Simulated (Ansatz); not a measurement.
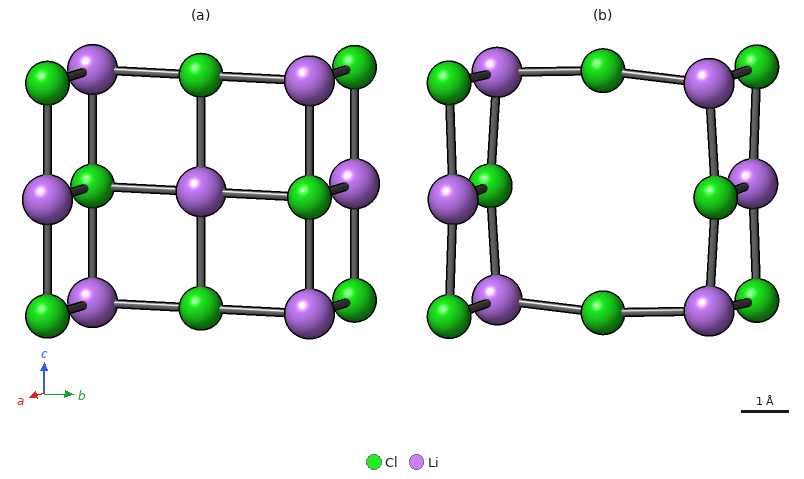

Left: perfect LiCl. Right: the same region with one point defect, after relaxing the atoms in a supercell of 64 sites. The picture is a ball-and-stick view of the atoms within 4.6 Å of one point, in a slice 3.4 Å thick across the line of sight, seen slightly off an axis.

Theory: DFT, HSE06, PAW, plane waves in Ansatz 0.2.0. Set-up: plane-wave cutoff 420 eV; k-point mesh 1 × 1 × 1; mesh shifted by (0.25, 0.25, 0.25); no spin polarisation. Fermi-Dirac smearing of 0.01 eV. A uniform background neutralises the charged cell. The axes drawn are those of the host's conventional cell.

**Which defect is it?**

A lithium atom is taken out (a vacancy).

The charge state of the cell is −1.

**How does the lattice respond?**

Around the empty Li site the host had 6 Cl at 2.53 Å; after relaxation the nearest atoms are 6 Cl at 2.63 Å. Of the host's atoms, a chlorine atom moves furthest from its site, by 0.10 Å.

Limits of the set-up: the cell is charged, on a uniform background, and energies carry no finite-size correction.
